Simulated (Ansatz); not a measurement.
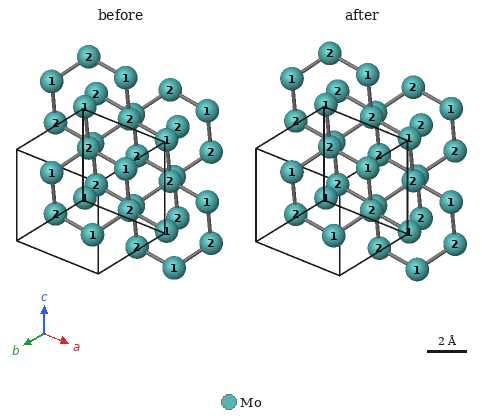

The structure of solid Mo (a generated structure, set up in Fd-3m) before (left) and after (right) a relaxation, at one scale.

Style: ball-and-stick. Shown: the conventional cell (4 times the calculation's cell), repeated 2 × 1 × 2 with one cell outlined, from a free direction. Lengths and directions refer to the drawn axes.

Phase: diamond.

The calculation used DFT, r2SCAN, plane waves (500 eV) with PAW, scalar-relativistic (Ansatz 0.2.0).

The input:
```yaml
crystal:
  lattice:
    - [0.0, 2.7608283082, 2.7608283082]
    - [2.7608283082, 0.0, 2.7608283082]
    - [2.7608283082, 2.7608283082, 0.0]
  atoms:
    - { symbol: Mo, position: [0.125, 0.125, 0.125] }
    - { symbol: Mo, position: [0.875, 0.875, 0.875] }
hamiltonian:
  xc: r2scan
  pseudopotentials:
    kind: paw
    azcp:
      Mo: "pseudopotentials/Mo.paw.azcp"
basis:
  ecutwfc: 500
  fft_grid_basis: typed
kpoints:
  mp_grid: { grid: [10, 10, 10], shift: [0, 0, 0] }
magnetization:
  spin_polarized: false
scf:
  occupations: { method: fermi_dirac, width: 0.1 }
relax:
  max_steps: 60
  f_tol: 0.01
  cell: {}
output:
  write_density: true
  write_potential: true
  elf: true
  volumetric_format: npy
```

Run as
```bash
ansatz run input.yaml --threads 1 --pin off --max-ram 3584MiB --backend cpu --events-out ev --progress --plain --runs-dir out
```

Summarise the run.

After 3 accepted moves (4 points after the start) the energy has fallen by 79.0 meV per cell of the calculation. All forces vanish by symmetry, so only the cell relaxes. Pressure: 8.83 GPa at the start and 0.01 GPa at the end. The SCF was repeated once at an unchanged geometry on a basis and grid sized afresh for the cell, which shifted the energy by 1.1 meV per cell of the calculation at most. No atom moves by more than 0.005 Å relative to the cell. Cell: a = b = c 5.522 → 5.651 Å (+2.4 %). Volume +7.2 %. Near-neighbour distances that change, for instance: Mo1–Mo2 2.391 → 2.447 Å. The space group stays Fd-3m (No. 227). The run may lie on a higher electronic state than the lowest, so the end point isn't shown to be the ground-state structure.
